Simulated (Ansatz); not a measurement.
Consider BN.

```
CELL_PARAMETERS angstrom
3.49165 0.00000 0.00000
0.00000 3.49165 0.00000
0.00000 0.00000 3.49165
ATOMIC_POSITIONS crystal
B 0.00000 0.00000 0.00000
B 0.50000 0.50000 0.00000
B 0.50000 0.00000 0.50000
B 0.00000 0.50000 0.50000
N 0.50000 0.00000 0.00000
N 0.00000 0.50000 0.00000
N 0.00000 0.00000 0.50000
N 0.50000 0.50000 0.50000
```

Space group Fm-3m; started from the rocksalt prototype, which need not be the ambient phase; computed pressure about −8 GPa in this cell.

All numbers below come from DFT, PBE0, plane waves, PAW (Ansatz).

What will maps of the valence pseudo-density and electron localisation function show?

Answer. B–N (1.75 Å): the density is about 0.92 e/Å³ at the midpoint; the ELF peaks at about 0.85 between the atoms.

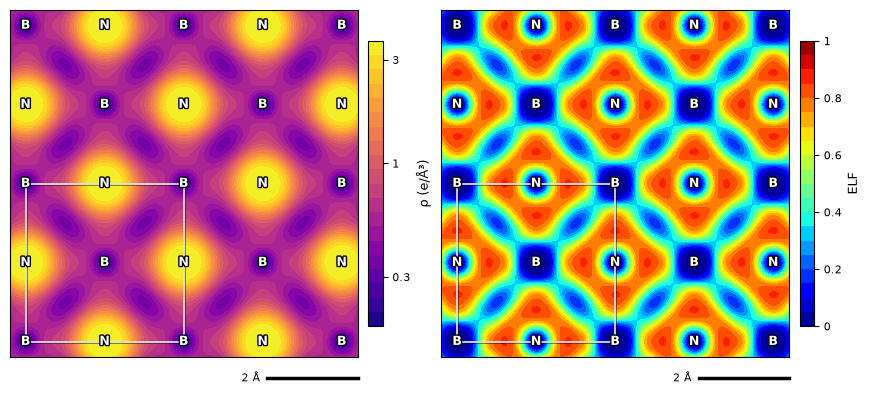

Computed valence pseudo-density and electron localisation function on the (010) plane of the conventional cell, in this order. 
